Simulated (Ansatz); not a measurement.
Run report: Hf16HO32, geometry relaxation (part 3 of 4)

Continued. System: Hf16HO32 (defect cell, 49 atoms in the cell). Method: DFT PBE, scalar-relativistic, plane waves, PAW, spin-polarised (Ansatz 0.2.0); cutoff 420 eV, 2×2×1 k-mesh, Gaussian smearing of 0.05 eV, collinear spins. The structure derives from a Materials Project entry.

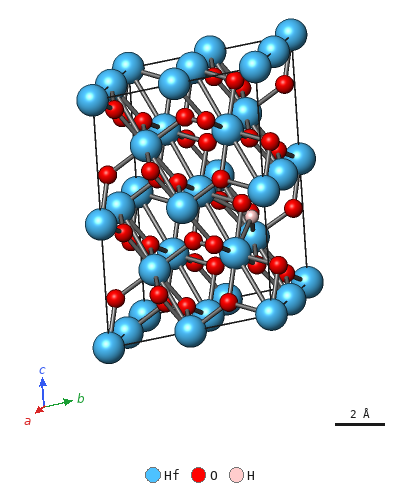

**Figure 1.** The geometry at step 3 of the log (ball-and-stick view of the cell of the calculation, seen slightly off an axis).

### Trajectory as extended XYZ (Å, eV, eV/Å), 9 frames, from step=1 to step=9
```
49
Lattice="-4.8135 -4.8135 3.2054 -4.8135 4.8135 3.2054 -9.6271 0.0000 -6.4108" Properties=species:S:1:pos:R:3:forces:R:3 step=1 energy=-269796.78210
Hf    0.0000    0.0000    0.0000   -0.2446  -0.2991  -0.7945
Hf   -9.6271    0.0000   -3.2054   -0.0695   0.0489  -1.0310
Hf   -4.8135    0.0000    3.2054   -0.1683   0.1087  -0.3646
Hf   -9.6521   -0.0245   -0.0738    0.5755   0.0030   1.1245
Hf   -9.6391    0.0247    3.1320   -0.1553  -1.0472   1.9697
Hf  -14.4406    0.0000    0.0000   -0.1854  -0.0596  -0.0563
Hf   -4.8135    0.0000   -3.2054    0.1236  -0.0615   0.2411
Hf   -4.8135    0.0000    0.0000    0.3459  -0.0078  -0.1344
Hf  -12.0338   -2.4068   -1.6027   -0.2493  -0.2635  -0.3892
Hf   -7.2203    2.4068   -1.6027    0.2197   0.1595   0.6733
Hf  -12.0338    2.4068   -1.6027   -0.3429   0.3478  -0.2485
Hf   -7.2381    2.3899    1.5926    2.2596   1.6291   0.8065
Hf   -2.4068   -2.4068    1.6027    0.0073   0.1718  -0.4775
Hf   -7.2203   -2.4068   -1.6027    0.1733  -0.0786   0.0966
Hf   -7.2203   -2.4068    1.6027    0.1143  -0.1537   0.2993
Hf   -2.4068    2.4068    1.6027   -0.4071   0.2654  -0.1913
O   -13.5022   -0.9384   -1.6027    0.1251  -0.0433   0.0369
O   -13.5022   -0.9384    1.6027    0.0539  -0.0778  -0.0986
O   -13.5022    3.8751   -1.6027    0.1746  -0.1294   0.2782
O    -8.6701    3.8884    1.5767   -0.2359   0.3200   0.1321
O    -3.8751   -0.9384    1.6027    0.0943  -0.1318   0.0658
O    -8.6886   -0.9384   -1.6027    0.2357  -0.1521  -0.1904
O    -8.6878   -0.8978    1.6003    0.3422  -0.6076  -0.5951
O    -8.6886   -0.9384    4.8081    0.0894   0.0340  -0.1887
O   -12.9723   -3.3452   -3.2054    0.0869   0.0940   0.2195
O    -8.1587    1.4683   -3.2054   -0.1062  -0.1015   0.0238
O   -12.9723    1.4683   -3.2054    0.0251  -0.0846   0.1829
O    -8.1144    1.5052    0.0516   -1.0201  -1.6443  -3.0665
O    -8.1782    1.4628    3.1971    0.5438  -0.1320   1.9988
O   -12.9723    1.4683    0.0000    0.0607  -0.0193   0.0912
O    -8.1587   -3.3452    0.0000    0.0260   0.1042  -0.2408
O    -3.3452    1.4683    0.0000    0.0319   0.0250  -0.1059
O   -11.0954   -1.4683   -3.2054    0.1550   0.1204   0.1728
O   -11.0954   -1.4683    0.0000    0.1720   0.1799  -0.0637
O   -15.9089   -1.4683    0.0000    0.1396   0.0338   0.1668
O   -11.0954   -1.4683    3.2054    0.2627   0.3895  -0.6405
O    -6.2819    3.3452    3.2054    0.1486   0.1120   0.5303
O   -11.0954    3.3452    0.0000   -0.0410  -0.0518   0.0418
O    -6.2819   -1.4683    0.0000   -0.0593  -0.1244  -0.2462
O    -6.2819   -1.4683    3.2054    0.1000   0.1106  -0.0484
O   -10.5655   -3.8751   -1.6027   -0.0809   0.1482  -0.0539
O    -5.7520    0.9384   -1.6027   -0.1582   0.0832  -0.1512
O   -10.5655    0.9384   -1.6027   -0.0284   0.1153  -0.1314
O    -5.7289    0.9373    1.5571   -0.1214  -0.0688   0.6322
O   -15.3790    0.9384   -1.6027   -0.0002  -0.0035   0.0325
O   -10.5172    0.9469    1.5680   -1.3505   0.5452  -0.4514
O    -5.7520   -3.8751    1.6027   -0.1596   0.2580  -0.1385
O   -10.5655    0.9384   -4.8081    0.0486   0.0019   0.2911
H    -8.7762    1.5604    1.6047   -1.5516  -0.0658  -0.0092
49
Lattice="-4.8135 -4.8135 3.2054 -4.8135 4.8135 3.2054 -9.6271 0.0000 -6.4108" Properties=species:S:1:pos:R:3:forces:R:3 step=2 energy=-269797.54871
Hf    0.0007   -0.0071   -0.0333    0.0073   0.0595   0.2303
Hf   -9.6201    0.0152   -3.2477    0.0320   0.1588   0.3954
Hf   -4.8071    0.0016    3.2047   -0.0015   0.0082   0.1755
Hf   -9.6519   -0.0401   -0.0279    0.3578   0.2177  -0.0746
Hf   -9.6304   -0.0109    3.1834    0.2807   0.0022   0.3076
Hf  -14.4390   -0.0010   -0.0030    0.0979   0.0294   0.0682
Hf   -4.8061    0.0013   -3.2021   -0.1002   0.0927  -0.1704
Hf   -4.8109    0.0102    0.0155   -0.0349  -0.1523  -0.3155
Hf  -12.0380   -2.4164   -1.6186   -0.0453  -0.0586   0.1755
Hf   -7.2080    2.4136   -1.6083   -0.2067  -0.1088  -0.1241
Hf  -12.0307    2.4116   -1.6104    0.1720  -0.2024   0.1295
Hf   -7.2301    2.4048    1.5857    0.2927   0.1514   0.5243
Hf   -2.3802   -2.3885    1.6223   -0.0212  -0.0747  -0.3201
Hf   -7.2358   -2.3928   -1.6068   -0.1680   0.1131  -0.0770
Hf   -7.2076   -2.4144    1.6037   -0.1252   0.1848  -0.1943
Hf   -2.4065    2.4114    1.5942    0.2054  -0.0890   0.1171
O   -13.4884   -0.9357   -1.6037   -0.0342  -0.0048  -0.0472
O   -13.4968   -0.9404    1.5971   -0.0061   0.0106   0.0785
O   -13.4878    3.8776   -1.6205   -0.0231   0.0198  -0.0007
O    -8.6665    3.9181    1.5939    0.2658  -0.1434   0.1500
O    -3.8618   -0.9411    1.6112   -0.0739   0.0976  -0.1072
O    -8.6901   -0.9119   -1.6130    0.2108  -0.3547  -0.0823
O    -8.6966   -0.9573    1.6132    0.0363   0.0760  -0.1936
O    -8.6629   -0.9453    4.8082   -0.3775   0.1307  -0.1683
O   -12.9697   -3.3476   -3.2089   -0.0018  -0.0065   0.0364
O    -8.1545    1.4728   -3.2110   -0.0261  -0.0289  -0.0779
O   -12.9570    1.4585   -3.2035   -0.0320   0.0220  -0.1192
O    -8.1323    1.4426   -0.0355    0.0906  -0.2977  -0.7686
O    -8.1346    1.4339    3.2778    0.3119  -0.0251   0.4261
O   -12.9679    1.4683   -0.0033   -0.0583   0.0078  -0.0678
O    -8.1646   -3.3284   -0.0111   -0.1083  -0.0486   0.1184
O    -3.3400    1.4710   -0.0066   -0.0619  -0.0501   0.0954
O   -11.0721   -1.4531   -3.1867   -0.0793  -0.0952  -0.0347
O   -11.0917   -1.4724   -0.0153    0.0201  -0.0610  -0.0395
O   -15.8926   -1.4757   -0.0003   -0.0351  -0.0003  -0.0931
O   -11.0931   -1.4549    3.1739   -0.0100  -0.1036   0.4304
O    -6.2693    3.3473    3.2297    0.0034   0.0288  -0.3440
O   -11.0948    3.3462   -0.0008    0.1499   0.0466   0.0328
O    -6.2774   -1.4732   -0.0133    0.1945   0.0976   0.0594
O    -6.2720   -1.4617    3.1999   -0.0404  -0.0449   0.0169
O   -10.5605   -3.8694   -1.6059   -0.0136  -0.0139  -0.0087
O    -5.7545    0.9384   -1.6051    0.0802  -0.0145   0.0504
O   -10.5421    0.9367   -1.5988   -0.3005   0.2468  -0.1263
O    -5.7474    0.9265    1.5948   -0.1771   0.2559   0.1187
O   -15.3677    0.9440   -1.6012    0.0395  -0.0152   0.0154
O   -10.6369    0.8861    1.6061   -0.1061   0.0791  -0.1606
O    -5.7535   -3.8603    1.5956    0.1400  -0.3031  -0.0715
O   -10.5588    0.9484   -4.8323   -0.0021  -0.0301   0.0052
H    -8.9490    1.6499    1.6059   -0.7184   0.1903   0.0297
49
Lattice="-4.8135 -4.8135 3.2054 -4.8135 4.8135 3.2054 -9.6271 0.0000 -6.4108" Properties=species:S:1:pos:R:3:forces:R:3 step=3 energy=-269797.77930
Hf   -0.0059   -0.0086   -0.0141   -0.0250  -0.0679  -0.0954
Hf   -9.6262    0.0226   -3.2236   -0.0398  -0.0658   0.0112
Hf   -4.8034    0.0017    3.2061   -0.0359   0.1048  -0.1216
Hf   -9.6223   -0.0191   -0.0293    0.0619  -0.0340   0.0398
Hf   -9.6197   -0.0240    3.1953   -0.0637  -0.2055   0.4406
Hf  -14.4242   -0.0064   -0.0011   -0.0222   0.0171  -0.0800
Hf   -4.8041    0.0114   -3.2079   -0.0069   0.0051   0.0845
Hf   -4.8085    0.0155    0.0048    0.0121   0.0726   0.0252
Hf  -12.0386   -2.4244   -1.6146    0.0348   0.0547  -0.0023
Hf   -7.1946    2.4208   -1.6116    0.1744   0.1256   0.1199
Hf  -12.0247    2.4142   -1.6064   -0.0748   0.0224  -0.0469
Hf   -7.2697    2.3682    1.6050    0.4991   0.1230   0.0886
Hf   -2.3732   -2.3896    1.6138   -0.0231   0.0432  -0.1640
Hf   -7.2446   -2.3950   -1.6093    0.0369   0.0237   0.0220
Hf   -7.2023   -2.4047    1.5970    0.0592  -0.0791   0.0469
Hf   -2.3997    2.4136    1.5977   -0.1067   0.0049  -0.0230
O   -13.4885   -0.9434   -1.6095   -0.0031  -0.0113   0.0772
O   -13.4849   -0.9398    1.6092   -0.0105   0.0300  -0.0323
O   -13.4928    3.8794   -1.6039   -0.0002   0.0092   0.0182
O    -8.6331    3.9287    1.6004   -0.1026   0.0697  -0.0302
O    -3.8629   -0.9370    1.5948    0.0337  -0.0255   0.0513
O    -8.6963   -0.9490   -1.6191   -0.0272   0.0360  -0.0572
O    -8.6720   -0.9310    1.5955   -0.0083   0.0182  -0.0953
O    -8.7033   -0.9636    4.8045    0.0633   0.0111   0.0128
O   -12.9700   -3.3533   -3.2097    0.0083   0.0101  -0.0287
O    -8.1530    1.4717   -3.2085   -0.0344  -0.0280   0.0511
O   -12.9643    1.4707   -3.2106    0.0663  -0.0037   0.0864
O    -8.0953    1.3964   -0.0776   -0.0039  -0.1248  -0.3429
O    -8.0989    1.3949    3.2886    0.0126  -0.0806   0.2555
O   -12.9728    1.4740   -0.0120    0.0306  -0.0053   0.0211
O    -8.1756   -3.3158   -0.0003    0.0323   0.0131  -0.0348
O    -3.3428    1.4808   -0.0014    0.0591   0.0411  -0.0715
O   -11.0820   -1.4572   -3.1891    0.0458   0.0297   0.0328
O   -11.0704   -1.4719   -0.0224   -0.0480  -0.0905  -0.0513
O   -15.8984   -1.4646   -0.0069    0.0304   0.0202   0.0435
O   -11.0927   -1.4807    3.2276    0.0612   0.0316  -0.1912
O    -6.2832    3.3449    3.1931   -0.0100  -0.0158   0.0936
O   -11.0705    3.3406    0.0093   -0.0194  -0.0501   0.0140
O    -6.2461   -1.4828   -0.0198   -0.0829  -0.0756  -0.0438
O    -6.2673   -1.4666    3.2018   -0.0157   0.0037   0.0002
O   -10.5619   -3.8777   -1.6111    0.0413  -0.0494   0.0158
O    -5.7369    0.9468   -1.6086   -0.0016  -0.0148  -0.0688
O   -10.5588    0.9511   -1.6008    0.0379  -0.0143  -0.0278
O    -5.7503    0.9372    1.6036    0.0191  -0.0997   0.0241
O   -15.3523    0.9476   -1.5953    0.0294  -0.0157   0.0393
O   -10.6471    0.8718    1.5983   -0.0842   0.0117  -0.0922
O    -5.7552   -3.8836    1.5928    0.0000   0.0947  -0.0632
O   -10.5645    0.9426   -4.8181   -0.0114  -0.0238   0.0111
H    -9.1003    1.7791    1.5854   -0.5882   0.1543   0.0379
49
Lattice="-4.8135 -4.8135 3.2054 -4.8135 4.8135 3.2054 -9.6271 0.0000 -6.4108" Properties=species:S:1:pos:R:3:forces:R:3 step=4 energy=-269797.86308
Hf   -0.0065   -0.0111   -0.0143    0.0629   0.0431   0.1263
Hf   -9.6275    0.0214   -3.2210    0.0073  -0.0371   0.0446
Hf   -4.8017    0.0039    3.2049   -0.0043   0.0056  -0.0188
Hf   -9.6118   -0.0179   -0.0281    0.0198   0.0222   0.0273
Hf   -9.6159   -0.0375    3.2171   -0.0307  -0.0420   0.0106
Hf  -14.4202   -0.0069   -0.0045   -0.0131  -0.0141  -0.0184
Hf   -4.8012    0.0110   -3.2089   -0.0139   0.0011  -0.0197
Hf   -4.8066    0.0172    0.0019   -0.0199   0.0424   0.0135
Hf  -12.0378   -2.4295   -1.6161    0.0255   0.0354   0.0205
Hf   -7.1807    2.4285   -1.6144    0.0281   0.0630   0.0237
Hf  -12.0223    2.4139   -1.6056   -0.0204   0.0445  -0.0101
Hf   -7.2702    2.3581    1.6083   -0.1414  -0.1261  -0.0721
Hf   -2.3700   -2.3882    1.6084   -0.0502  -0.0085   0.0265
Hf   -7.2453   -2.3968   -1.6105    0.0233  -0.0131   0.0095
Hf   -7.1986   -2.4022    1.5957    0.0078  -0.0083   0.0127
Hf   -2.3980    2.4094    1.5993    0.0355  -0.0217  -0.0078
O   -13.4879   -0.9472   -1.6092   -0.0059  -0.0133   0.0260
O   -13.4778   -0.9362    1.6073    0.0258   0.0019  -0.0098
O   -13.4927    3.8793   -1.6024    0.0078  -0.0004  -0.0430
O    -8.6281    3.9292    1.6010   -0.0053   0.1329  -0.0114
O    -3.8605   -0.9362    1.5933    0.0258  -0.0049   0.0217
O    -8.6961   -0.9553   -1.6252   -0.0512   0.0382  -0.0132
O    -8.6687   -0.9265    1.5945    0.0137   0.0147  -0.0093
O    -8.6986   -0.9682    4.8119    0.0009  -0.0150   0.0366
O   -12.9693   -3.3547   -3.2151   -0.0239  -0.0264  -0.0297
O    -8.1521    1.4705   -3.2036   -0.0077  -0.0059   0.0016
O   -12.9565    1.4665   -3.2064    0.0036  -0.0116   0.0244
O    -8.0818    1.3814   -0.1004   -0.0089   0.0150   0.0749
O    -8.0904    1.3791    3.2990   -0.0132  -0.0112  -0.0259
O   -12.9686    1.4716   -0.0135    0.0186   0.0059   0.0023
O    -8.1735   -3.3150    0.0005    0.0309   0.0101   0.0062
O    -3.3385    1.4825   -0.0053   -0.0012   0.0090  -0.0312
O   -11.0807   -1.4600   -3.1894    0.0286   0.0171   0.0286
O   -11.0613   -1.4790   -0.0325   -0.0165  -0.0494  -0.0458
O   -15.8962   -1.4637   -0.0069   -0.0019  -0.0111   0.0057
O   -11.0849   -1.4899    3.2307    0.0359   0.0050  -0.0234
O    -6.2832    3.3425    3.1887   -0.0233  -0.0396  -0.0261
O   -11.0626    3.3341    0.0119   -0.0149  -0.0260   0.0039
O    -6.2424   -1.4869   -0.0244   -0.0328  -0.0117  -0.0173
O    -6.2676   -1.4658    3.2040    0.0009   0.0042   0.0156
O   -10.5590   -3.8842   -1.6120   -0.0020  -0.0152   0.0172
O    -5.7312    0.9465   -1.6143    0.0414  -0.0251  -0.0122
O   -10.5567    0.9528   -1.6025    0.0455  -0.0459   0.0138
O    -5.7530    0.9277    1.6060    0.0086  -0.0116  -0.0200
O   -15.3466    0.9500   -1.5942    0.0388  -0.0024  -0.0058
O   -10.6584    0.8547    1.6012    0.0107  -0.0354  -0.0270
O    -5.7495   -3.8767    1.5928    0.0253  -0.0021  -0.0413
O   -10.5677    0.9347   -4.8175   -0.0310   0.0143  -0.0499
H    -9.2498    1.9055    1.6016   -0.0388   0.1089  -0.0044
49
Lattice="-4.8135 -4.8135 3.2054 -4.8135 4.8135 3.2054 -9.6271 0.0000 -6.4108" Properties=species:S:1:pos:R:3:forces:R:3 step=5 energy=-269797.87732
Hf   -0.0079   -0.0177   -0.0067    0.0115  -0.0196   0.0098
Hf   -9.6263    0.0163   -3.2183    0.0145  -0.0338   0.0781
Hf   -4.8016    0.0049    3.2032   -0.0128   0.0223  -0.0120
Hf   -9.6063   -0.0202   -0.0234   -0.0889  -0.0209   0.0111
Hf   -9.6149   -0.0485    3.2236   -0.0787  -0.0186  -0.0113
Hf  -14.4169   -0.0086   -0.0073   -0.0101  -0.0082  -0.0377
Hf   -4.7991    0.0149   -3.2141   -0.0098   0.0203   0.0212
Hf   -4.8082    0.0240    0.0033   -0.0307   0.0618   0.0095
Hf  -12.0386   -2.4336   -1.6172    0.0134   0.0455   0.0366
Hf   -7.1764    2.4299   -1.6137    0.0470   0.0513  -0.0419
Hf  -12.0163    2.4110   -1.6048   -0.0125   0.0266  -0.0136
Hf   -7.2899    2.3509    1.6069   -0.0751  -0.0575  -0.0092
Hf   -2.3742   -2.3926    1.6075   -0.0185  -0.0018  -0.0039
Hf   -7.2432   -2.3979   -1.6109    0.0552  -0.0529   0.0295
Hf   -7.1917   -2.4023    1.5963    0.0283  -0.0505   0.0063
Hf   -2.3946    2.4052    1.6012   -0.0122   0.0167  -0.0199
O   -13.4894   -0.9518   -1.6111    0.0037  -0.0116   0.0190
O   -13.4703   -0.9328    1.6055    0.0179  -0.0051  -0.0025
O   -13.4894    3.8742   -1.6012   -0.0076   0.0138  -0.0265
O    -8.6171    3.9531    1.6013    0.0445   0.0475  -0.0170
O    -3.8592   -0.9345    1.5918    0.0125   0.0007   0.0204
O    -8.6986   -0.9617   -1.6249   -0.0099   0.0276  -0.0210
O    -8.6603   -0.9250    1.5953   -0.0004   0.0150   0.0006
O    -8.7017   -0.9768    4.8186    0.0466  -0.0255   0.0334
O   -12.9725   -3.3613   -3.2159    0.0068   0.0038  -0.0299
O    -8.1515    1.4676   -3.2017   -0.0118  -0.0092   0.0013
O   -12.9523    1.4629   -3.2039    0.0027  -0.0154   0.0240
O    -8.0847    1.3783   -0.1049   -0.0132   0.0498   0.1628
O    -8.0952    1.3726    3.2979   -0.0553   0.0219  -0.1236
O   -12.9635    1.4688   -0.0144    0.0042   0.0032   0.0040
O    -8.1673   -3.3143    0.0025    0.0044   0.0093  -0.0227
O    -3.3375    1.4862   -0.0065   -0.0072   0.0088  -0.0065
O   -11.0802   -1.4649   -3.1899    0.0024   0.0045   0.0038
O   -11.0557   -1.4882   -0.0372   -0.0175  -0.0195  -0.0081
O   -15.8926   -1.4665   -0.0075    0.0109  -0.0055   0.0177
O   -11.0837   -1.4992    3.2377    0.0040  -0.0075  -0.0613
O    -6.2906    3.3340    3.1810    0.0079  -0.0003   0.0379
O   -11.0556    3.3310    0.0133   -0.0082   0.0009  -0.0098
O    -6.2401   -1.4855   -0.0262   -0.0104   0.0107  -0.0186
O    -6.2651   -1.4671    3.2077    0.0125   0.0053   0.0120
O   -10.5602   -3.8889   -1.6157    0.0063  -0.0099   0.0100
O    -5.7246    0.9484   -1.6180   -0.0365   0.0083   0.0056
O   -10.5529    0.9470   -1.6007    0.0160  -0.0137   0.0050
O    -5.7618    0.9282    1.6075    0.0568  -0.0514  -0.0231
O   -15.3415    0.9523   -1.5949    0.0070   0.0004   0.0023
O   -10.6560    0.8499    1.6023    0.0634  -0.0852   0.0001
O    -5.7431   -3.8806    1.5935   -0.0199   0.0427  -0.0176
O   -10.5711    0.9277   -4.8159   -0.0054  -0.0048  -0.0321
H    -9.3148    2.0177    1.5912    0.0524   0.0097   0.0080
```
